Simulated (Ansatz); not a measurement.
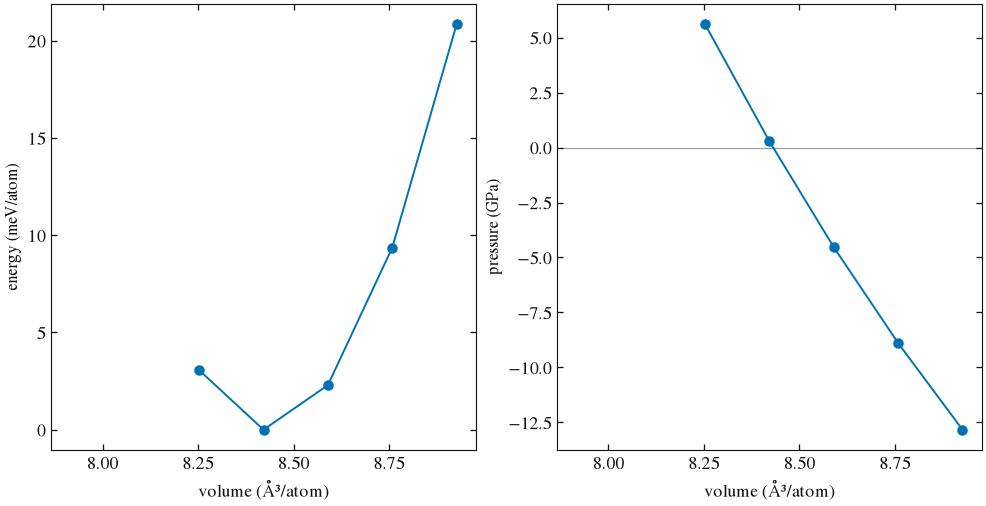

The figure shows the energy and pressure against volume for AlN, space group Fm-3m (No. 225).

Starting cell:
```cif
data_structure
_symmetry_space_group_name_H-M 'P 1'
_symmetry_Int_Tables_number 1
_cell_length_a 2.8772
_cell_length_b 2.8772
_cell_length_c 2.8772
_cell_angle_alpha 60.000
_cell_angle_beta 60.000
_cell_angle_gamma 60.000
_cell_volume 16.84
loop_
_atom_site_label
_atom_site_type_symbol
_atom_site_fract_x
_atom_site_fract_y
_atom_site_fract_z
_atom_site_occupancy
Al1 Al 0.50000 0.50000 0.50000 1
N1 N 0.00000 0.00000 0.00000 1
```

Computed with Ansatz 0.2.0: plane-wave DFT, no spin polarisation; energies at scaled volumes of the given cell, shape and fractions fixed, counted from the fit's minimum, third-order Birch-Murnaghan fit. Level: PBE.

k mesh 11×11×11; occupations Fermi–Dirac; smearing width 0.05 eV; potentials Ansatz PAW; wave cutoff 420 eV; density cutoff 1680 eV.

The points at volume 7.9161 Å³/atom and 8.0845 Å³/atom are left out of the plot. What values does the calculation give there?

```json
{"volume (Å³/atom)": "7.9161", "energy (meV/atom)": "27.41", "pressure (GPa)": "17.99"}
{"volume (Å³/atom)": "8.0845", "energy (meV/atom)": "12.02", "pressure (GPa)": "11.48"}
```
